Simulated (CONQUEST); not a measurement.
**Energy of Re along an even scaling of the cell**

System: Re (Fm-3m, 2 atoms in the cell).
Method: Kohn-Sham DFT of a periodic cell, RPBE, PseudoDojo NC PBE, no spin polarisation (CONQUEST 1.3).

The 7 runs differ only in the geometry, by an even scaling of the cell at fixed fractional positions. The structure derives from an entry of the Crystallography Open Database.

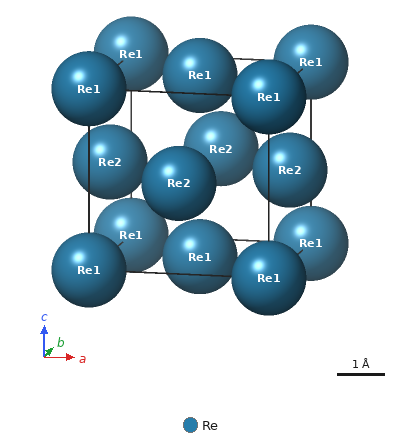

Figure 1. The structure of run 4 (spheres-only view of the cell 2 times as large as that of the calculation, set on its symmetry axes, seen slightly off an axis; atoms are numbered from 1 in the order of the input).

## Input of run 4
```
IO.Title Re
IO.Coordinates coords.dat
IO.FractionalAtomicCoords T
IO.Iprint 2
IO.Iprint_init 1
General.NumberOfSpecies 1
General.PseudopotentialType hamann
General.FunctionalType 103
General.DifferentFunctional T
AtomMove.TypeOfRun static
AtomMove.FullStress T
Grid.PointsAlongX 24
Grid.PointsAlongY 24
Grid.PointsAlongZ 32
DM.SolutionMethod diagon
Diag.MPMesh T
Diag.GammaCentred T
Diag.MPMeshX 7
Diag.MPMeshY 7
Diag.MPMeshZ 5
Diag.kT 0.00183747
minE.SCTolerance 1e-6
Diag.SmearingType 1
Diag.MPOrder 1
SC.MaxIters 100
IO.AtomChargeOutput T
%block ChemicalSpeciesLabel
1 186.210 Re
%endblock
```

Command:
```bash
Conquest
```

Lattice vectors (Å) and fractional positions of run 4:
```
   2.793072    0.000000    0.000000
   0.000000    2.793072    0.000000
   0.000000    0.000000    3.950000
Re  0.000000  0.000000  0.000000
Re  0.500000  0.500000  0.500000
```

Run 5 has the same physical settings and fractional positions; its lattice vectors (Å) are:
```
   2.811569    0.000000    0.000000
   0.000000    2.811569    0.000000
   0.000000    0.000000    3.976160
```

## Results, with one run withheld

```tsv
run	volume per atom (Å³)	free energy per atom, from the lowest run given (meV)	pressure (GPa)
1	14.483	110.15	33.05
2	14.791	55.94	23.55
3	15.099	19.79	14.53
4	15.407	0.00	6.09
5	15.716	?	?
6	16.024	2.44	−6.09
7	16.332	19.60	−11.95
```

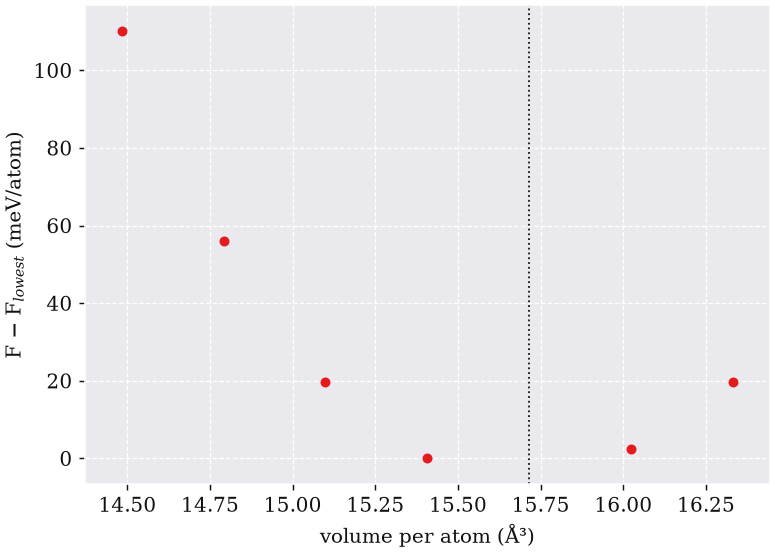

Figure 2. Free energy per atom of the runs given; the dotted line marks run 5.

Fit the runs given and predict run 5.

A cubic polynomial in V^(−2/3) (the Birch–Murnaghan form), fitted to the 6 runs given, misses them by at most 0.35 meV per atom. With x = V^(−2/3) − 0.16202 Å⁻², it reads F = 3.6117 + 7132.5 x + 1.5011e+06 x² + 1.0354e+07 x³ (meV per atom). At run 5 it gives −4.95 meV per atom, and the run itself gives −4.61. The slope of the fit gives a pressure −dF/dV of −0.62 GPa there, and the run prints −1.02 GPa. The two needn't agree exactly: the fit is approximate, and the printed stress is taken on a finite basis. The fit has its minimum at 15.686 Å³ per atom, where V d²F/dV² gives 330 GPa: the bulk modulus at this level, since symmetry fixes the shape and the positions.

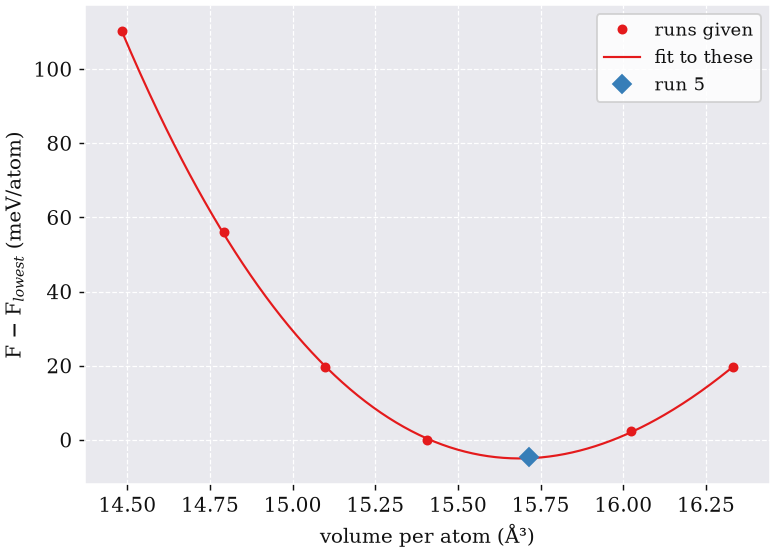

Figure 3. The fit and the withheld run.

## Some lines of the output (run 5)
```
[...]
          DFT Total Energy                 :      -173.582892374287837 Ha
          Free Energy (E-TS)               :      -173.584881309602309 Ha
          DFT Total Energy                 :      -173.584278823544821 Ha
          Free Energy (E-TS)               :      -173.584480265972473 Ha
          DFT Total Energy                 :      -173.584443223655029 Ha
          Free Energy (E-TS)               :      -173.584472897208258 Ha
          DFT Total Energy                 :      -173.584446884728266 Ha
          Free Energy (E-TS)               :      -173.584472848805120 Ha
          DFT Total Energy                 :      -173.584446837657111 Ha
          Free Energy (E-TS)               :      -173.584472573725066 Ha
          DFT Total Energy                 :      -173.584446538461464 Ha
      | Free Energy as E-TS      =      -173.584472573725066 Ha
      |* DFT total energy        =      -173.584446538461464 Ha
    force: Average pressure:     -1.01557176 GPa
```

Notes: The record of the run, not the program, notes: read_and_write: Functional in input file differs to pseudopotential but proceeding: 103 101. Points of doubt noted for this run: potential of other functional; small atomic basis. Spin–orbit coupling is left out, which matters for Re. With a small basis of atomic orbitals these values can differ much from converged plane-wave results.
